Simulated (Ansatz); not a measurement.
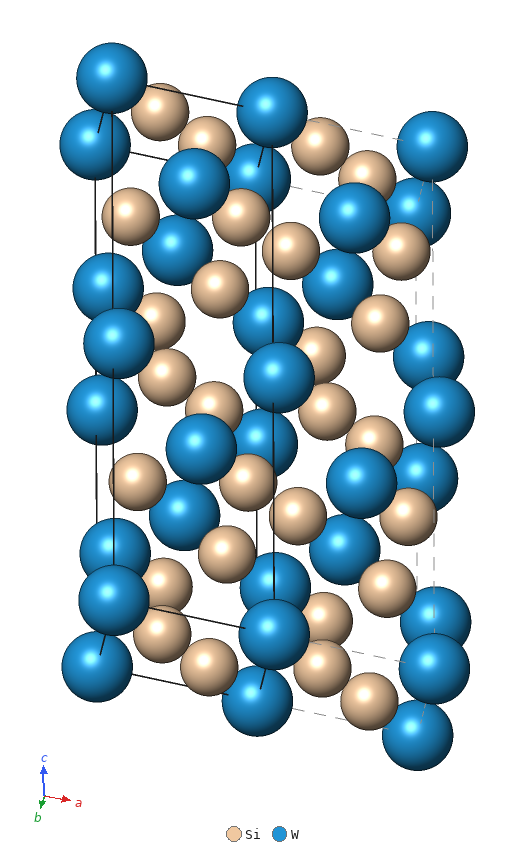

Spheres-only representation of a periodic structure, projected from a general direction. The solid frame is a single unit cell within a 2×1×1 block.

Si2W, a = 4.58 Å, b = 4.58 Å, c = 13.22 Å, α = 87.52°, β = 87.52°, γ = 60.00°.

Level of theory and settings: DFT PBEsol, scalar-relativistic, plane waves, PAW (Ansatz 0.2.0), plane-wave cutoff 420 eV, a 10×10×3 k-point grid, Gaussian smearing of 0.15 eV, no spin polarisation.

Question: What does the calculation say: metal or gapped?

Answer: A metal: bands cross the Fermi level.

Question: What pressure does the calculation give for this cell?

Answer: The computed pressure is 1.3 GPa (compressed: it would expand). The stress isn't hydrostatic: its largest component is 4.7 GPa.

The structure was taken from a structure listed in the Materials Project. The cell was then strained or its atoms displaced on purpose. It went into a calculation with Ansatz.

At this level of theory the run's own cell isn't at rest (forces up to 2.9 eV/Å), so its distances can differ from those at equilibrium, the more so the softer the solid.
